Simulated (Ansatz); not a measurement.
Run report: Cd, geometry relaxation (part 2 of 2)

Cd (2 atoms in the cell); DFT r2SCAN, scalar-relativistic, plane waves, PAW, no spin polarisation (Ansatz 0.2.0); cutoff 500 eV, 24×24×10 k-mesh, Gaussian smearing of 0.1 eV. The structure derives from an entry of the Crystallography Open Database. It belongs to a series of runs on one base structure; here: biaxial strain in the a-b plane, c and atoms relaxed: -6.0 %.

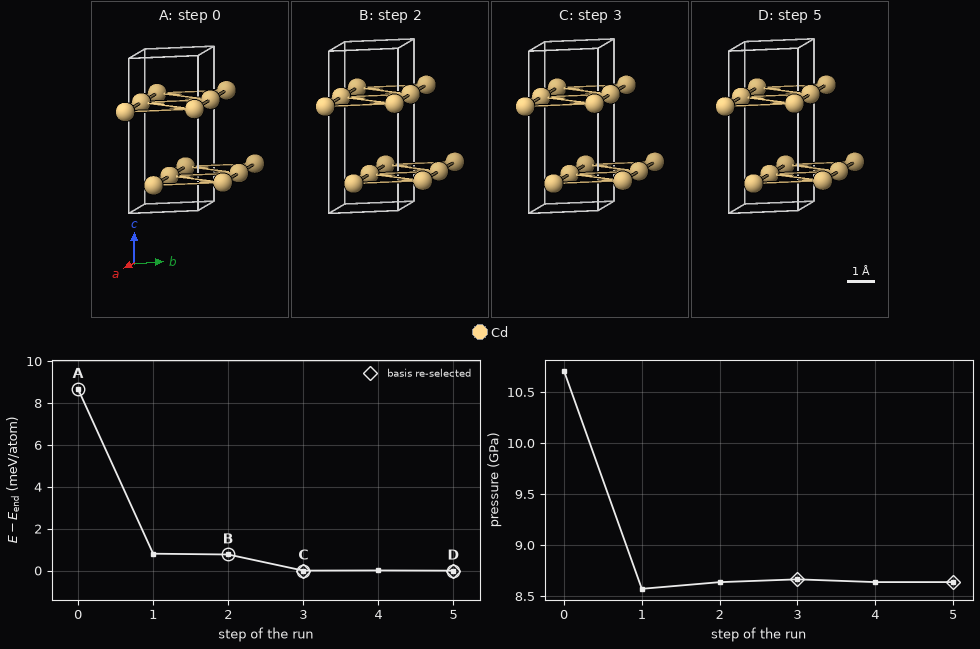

Figure 1. Frames of the relaxation (ball-and-stick view of the cell of the calculation, repeated 3 × 2 × 1, seen slightly off an axis) above the curves, on which the letters mark them (the first geometry is step 0 here and step 1 in the log).

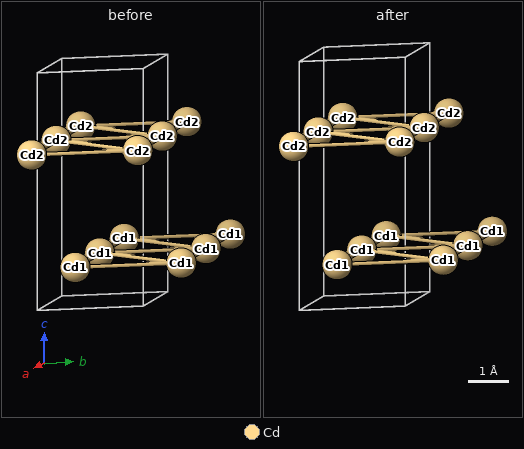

Figure 2. Before (left) and after (right) the relaxation, at one scale (ball-and-stick view of the cell of the calculation, repeated 3 × 2 × 1, seen slightly off an axis). No atom moves by more than 0.005 Å relative to the cell. The volume changes by +4.8 %, with a = b stay at 2.784 Å, c 6.006 → 6.292 Å (+4.8 %). The space group stays P6_3/mmc (No. 194). Over 3 geometry steps the energy falls by 8.7 meV per atom. All forces vanish by symmetry, so only the cell relaxes. Pressure: 10.71 GPa at the start and 8.64 GPa at the end. The basis was re-selected once at an unchanged geometry, which shifts the energy a little without any move. The energy change given includes the shifts at the re-selections in mid-walk, which come without any move. A last SCF at the same geometry on a re-selected plane-wave basis shifts the energy by next to nothing (0.0 meV per atom). (Atoms are counted from 1 in the order of the input.)

```
basis re-selected at this cell: Δ(F+E_penalty+E_count) = -2.006e-5 eV, ΔP = +0.000 GPa vs the last step (what re-selecting the basis moved, of the pressure what is left beyond the Pulay correction that the steps carried, after the strain that the cell walked since its last selection, with what the two solves' SCF thresholds leave and, on support functions, any second-order correction that the steps lacked; it is no measure of the basis error at this ecutwfc). This SCF's stress stands 3.60e-3 GPa from its target on what of the cell is left free (relax.cell.stress_tol is 1.50e-2 GPa) and its largest allowed force component is 3.01e-17 eV/Å (relax.f_tol is 8.00e-3 eV/Å): within both
SCF converged after 5 iterations
Free energy (F): -16536.182545 eV
Harris-Foulkes:  -16536.182545 eV  (|F-HF|=0.00e0)
Internal energy: -16536.180707 eV  (E = F + TS)
E sigma→0 (E₀):  -16536.181626 eV
Entropy (-TS):   -0.001838 eV (-0.919 meV/atom)
Fermi energy:    15.008712 eV
--- Per-component energies (eV) ---
  E_band       = -828.363216
  E_kinetic    = 1013.158636
  E_local      = -6014.578106  (includes V_loc(G=0)·N_el)
  E_nonlocal   = 64.517317
  E_hartree    = 2842.136561
  E_xc         = -339.443925
  E_vxc        = -496.560740  (∫ρ·V_xc dr)
  E_paw        = -8207.359555  (= ΣΔE_a)
  E_vpaw       = -1114.528287  (= ΣTr[D̂ρ^β])
  E_aug_tail   = 0.000011  (compensation charges beyond the density's cutoff)
  E_vtau       = 35.354852  (kinetic-family band-sum trace: ∫τ·v_τ [+ j·A + Jᵃ·Aᵃ] dr)
  E_ewald      = -5893.482105
  E_core_change = -1.129541  (= ΣΔE_core)
  E_smearing   = -0.001838  (= −TS)
  E_closure    = 0.000000  (closes the sum)
  Σ components = -16536.182545   (vs F -16536.182545, Δ=0.00e0)
--- Forces (eV/Å), atoms counted from 1 ---
  atom   1  Cd    -0.00000000    -0.00000000    -0.00000000
  atom   2  Cd     0.00000000     0.00000000     0.00000000
  max |Σ_I F_I| component: 1.85e-17 eV/Å
--- Stress (GPa, compression-positive) ---
       12.956991      -0.000000       0.000000
       -0.000000      12.956991      -0.000000
        0.000000      -0.000000       0.003596
  P = ⅓ Tr σ = 8.6392 GPa (86.392 kbar)
--- Band table (eV; the first three rows and the last of 366) ---
  k-point 0: bands = ["-91.2034", "-91.2031", "-51.3376", "-51.3298", "-51.2651", "-51.2651", "-51.2646", "-51.2646", "4.0996", "4.1833", "5.0703", "5.0703", "5.0891", "5.0891", "5.9138", "6.0068", "6.0068", "6.0974", "6.0974", "10.0463", "11.4566", "21.5678", "26.6976", "30.6946"]
  k-point 1: bands = ["-91.2034", "-91.2031", "-51.3374", "-51.3300", "-51.2651", "-51.2651", "-51.2647", "-51.2647", "4.1017", "4.1814", "5.0706", "5.0706", "5.0885", "5.0885", "5.9624", "6.0091", "6.0091", "6.0953", "6.0953", "9.6241", "11.9596", "21.1316", "27.1689", "30.7029"]
  k-point 2: bands = ["-91.2034", "-91.2031", "-51.3368", "-51.3305", "-51.2651", "-51.2651", "-51.2647", "-51.2647", "4.1078", "4.1758", "5.0716", "5.0716", "5.0868", "5.0868", "6.0159", "6.0159", "6.0892", "6.0892", "6.1082", "8.9259", "12.8996", "20.1215", "28.2814", "30.7318"]
  k-point 365: bands = ["-91.1888", "-91.1888", "-51.3564", "-51.3564", "-51.3562", "-51.3562", "-51.3170", "-51.3170", "5.0943", "5.0943", "5.1384", "5.1384", "5.2818", "5.2818", "5.3511", "5.3511", "5.9139", "5.9139", "17.1211", "17.1211", "17.6114", "17.6114", "18.0238", "18.0238"]
--- Relaxed structure (4 steps of the walk, 4 accepted, 2 SCFs on fresh bases) ---
  F+E_penalty+E_count = -16536.18254522 eV   max|allowed force component| = 3.007e-17 eV/Å   (the final SCF, on the basis selected at the relaxed cell)
  cell:  # Å, volume = 42.2362 Å³
    - [2.7840769726714356, -2.88674950020767e-11, 5.2125206049900976e-34]
    - [-1.3920384863107178, 2.4110813844391714, -1.7954456191589423e-33]
    - [1.1244275855306831e-33, -3.8230537908043214e-33, 6.292046258111048]
  atoms:
    - { symbol: Cd, position: [0.33333333333333337, 0.6666666666666667, 0.25000000000000006] }
    - { symbol: Cd, position: [0.6666666666666667, 0.33333333333333337, 0.7500000000000003] }
```

Trajectory as extended XYZ (Å, eV, eV/Å), 6 frames, from step=1 to step=6
```
2
Lattice="2.7841 0.0000 0.0000 -1.3920 2.4111 0.0000 0.0000 0.0000 6.0057" Properties=species:S:1:pos:R:3:forces:R:3 step=1 energy=-16536.16519 pressure_GPa=10.71
Cd    0.0000    1.6074    1.5014    0.0000   0.0000   0.0000
Cd    1.3920    0.8037    4.5043    0.0000   0.0000   0.0000
2
Lattice="2.7841 0.0000 0.0000 -1.3920 2.4111 0.0000 0.0000 0.0000 6.2985" Properties=species:S:1:pos:R:3:forces:R:3 step=2 energy=-16536.18093 pressure_GPa=8.57
Cd    0.0000    1.6074    1.5746    0.0000   0.0000   0.0000
Cd    1.3920    0.8037    4.7239    0.0000   0.0000   0.0000
2
Lattice="2.7841 0.0000 0.0000 -1.3920 2.4111 0.0000 0.0000 0.0000 6.2874" Properties=species:S:1:pos:R:3:forces:R:3 step=3 energy=-16536.18100 pressure_GPa=8.64
Cd    0.0000    1.6074    1.5719    0.0000   0.0000   0.0000
Cd    1.3920    0.8037    4.7156    0.0000   0.0000   0.0000
2
Lattice="2.7841 0.0000 0.0000 -1.3920 2.4111 0.0000 0.0000 0.0000 6.2874" Properties=species:S:1:pos:R:3:forces:R:3 step=4 energy=-16536.18254 pressure_GPa=8.67
Cd    0.0000    1.6074    1.5719    0.0000   0.0000   0.0000
Cd    1.3920    0.8037    4.7156    0.0000   0.0000   0.0000
2
Lattice="2.7841 0.0000 0.0000 -1.3920 2.4111 0.0000 0.0000 0.0000 6.2920" Properties=species:S:1:pos:R:3:forces:R:3 step=5 energy=-16536.18253 pressure_GPa=8.64
Cd    0.0000    1.6074    1.5730    0.0000   0.0000   0.0000
Cd    1.3920    0.8037    4.7190    0.0000   0.0000   0.0000
2
Lattice="2.7841 0.0000 0.0000 -1.3920 2.4111 0.0000 0.0000 0.0000 6.2920" Properties=species:S:1:pos:R:3:forces:R:3 step=6 energy=-16536.18254 pressure_GPa=8.64
Cd    0.0000    1.6074    1.5730    0.0000   0.0000   0.0000
Cd    1.3920    0.8037    4.7190    0.0000   0.0000   0.0000
```

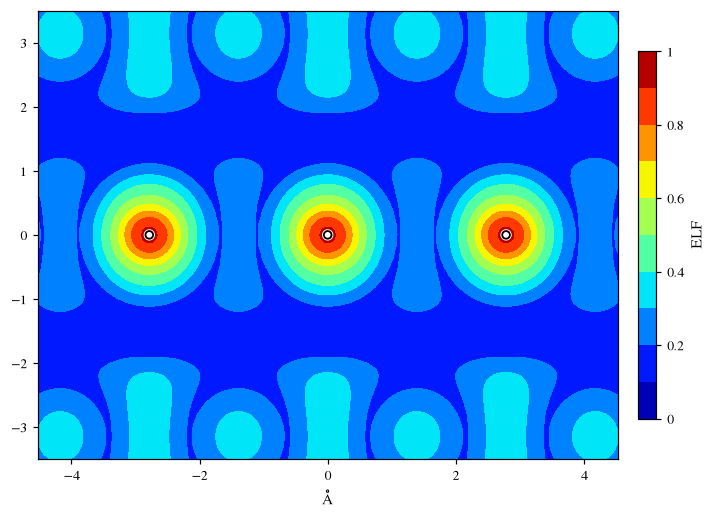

Figure 3. ELF on the (010) plane of the conventional cell. Circles mark the nuclei in the plane (Cd). The section cuts through Cd sites. Cd–Cd (2.78 Å): the ELF is about 0.25 at the midpoint (no shared electron pair). The strong features right at Cd lie inside the PAW spheres (semicore, d or f shells) and say nothing about bonding. Core electrons are frozen (PAW), so the fields are smoothed inside the atomic spheres.

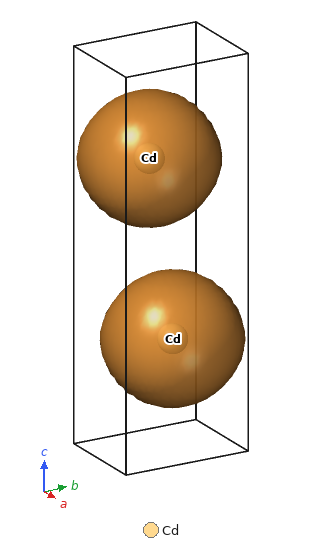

Figure 4. Isosurface of the valence electron density at 0.4 e/Å³ (orange), seen slightly off an axis. Sticks mark near contacts. The outline is the cell set on symmetry axes. At this value the density breaks into separate islands; it holds about 85 % of the electrons treated as valence (semicore included). It is pinched off along the Cd–Cd (2.78 Å) contacts. On the grid the lowest density along these lines, outside the cores, is 0.28 e/Å³ (Cd–Cd, 2.78 Å).

The run was set up as follows.

Input file
```yaml
crystal:
  lattice:
    - [2.7840769727, 0.0, 0.0]
    - [-1.3920384863, 2.4110813844, 0.0]
    - [0.0, 0.0, 6.0057181269]
  atoms:
    - { symbol: Cd, position: [0.3333333333, 0.6666666667, 0.25] }
    - { symbol: Cd, position: [0.6666666667, 0.3333333333, 0.75] }
basis:
  ecutwfc: 500
kpoints:
  mp_grid: { grid: [24, 24, 10] }
hamiltonian:
  xc: r2scan
scf:
  occupations: { method: gaussian, width: 0.1 }
output:
  forces: true
  stress: true
  eigenvalues: true
  write_density: true
  write_potential: true
  elf: true
  volumetric_format: npy
relax:
  adjacent_minimum: "off"
  f_tol: 0.008
  max_steps: 40
  cell: { stress_tol: 0.015, fix: [a, b, gamma] }
```

Run as:
```bash
ansatz run input.yaml --threads 1 --pin off --max-ram 2560MiB --backend cpu --events-out ev --progress --plain --runs-dir out
```

Key numbers

```csv
quantity,value
outcome,converged
space group (tolerance 0.01 Å),P6₃/mmc (194)
electrons treated,40
free energy,−16536.1825 eV
Fermi energy,15.009 eV
gap on the k-point mesh,none (metallic)
pressure,8.64 GPa
final volume,42.24 Å³
largest force (length of the vector) at the end,under 0.001 eV/Å
final cell,"a = 2.784 Å, b = 2.784 Å, c = 6.292 Å, α = 90.00°, β = 90.00°, γ = 120.00°"
hardware,"1 thread of Arm Neoverse V2, 24 GiB of memory available, shared host"
wall time,3.4 min
peak memory,0.72 GiB
```
